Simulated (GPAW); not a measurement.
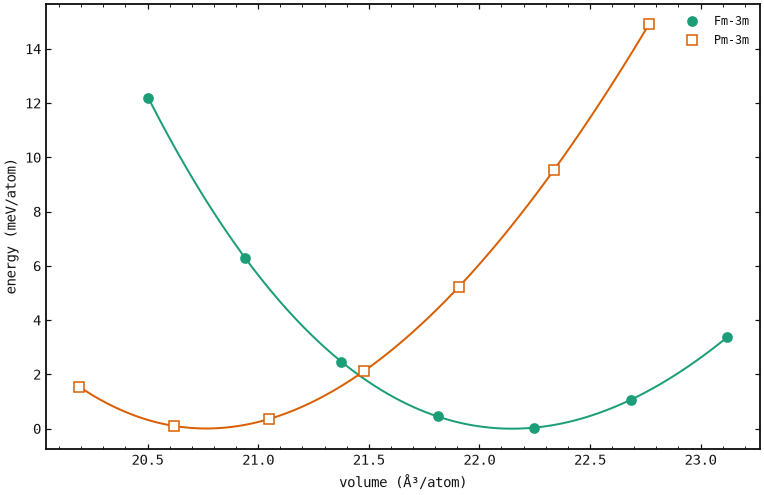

Plotted: energy against volume, with one curve for each structure, for NaCl. Each energy curve has its own zero, so the curves don't rank the structures.

Computed with GPAW 26.7.0: PAW DFT in plane waves, on a grid or in atomic orbitals, no spin polarisation; energies at scaled volumes of the given cell, shape and fractions fixed, counted from the fit's minimum, third-order Birch-Murnaghan fit. Level: r2SCAN.

- k mesh: 8×8×8
- occupations: Fermi–Dirac
- smearing width: 0.05 eV
- potentials: GPAW PAW data sets (gpaw data 1.2.1)
- wave cutoff: 800 eV

> Order the curves by fitted equilibrium volume, smallest first.

Pm-3m 20.765, Fm-3m 22.147 Å³/atom.

> Order the curves by fitted bulk modulus, smallest first.

Fm-3m 27.5, Pm-3m 29.5 GPa.

The computed values:

Fm-3m:
```
volume (Å³/atom)  energy (meV/atom)
           20.50              12.18
           20.94               6.30
           21.38               2.46
           21.81               0.45
           22.25               0.04
           22.69               1.06
           23.12               3.39
```

Pm-3m:
```
volume (Å³/atom)  energy (meV/atom)
           20.19               1.55
           20.62               0.10
           21.05               0.35
           21.48               2.11
           21.91               5.23
           22.34               9.54
           22.77              14.91
```
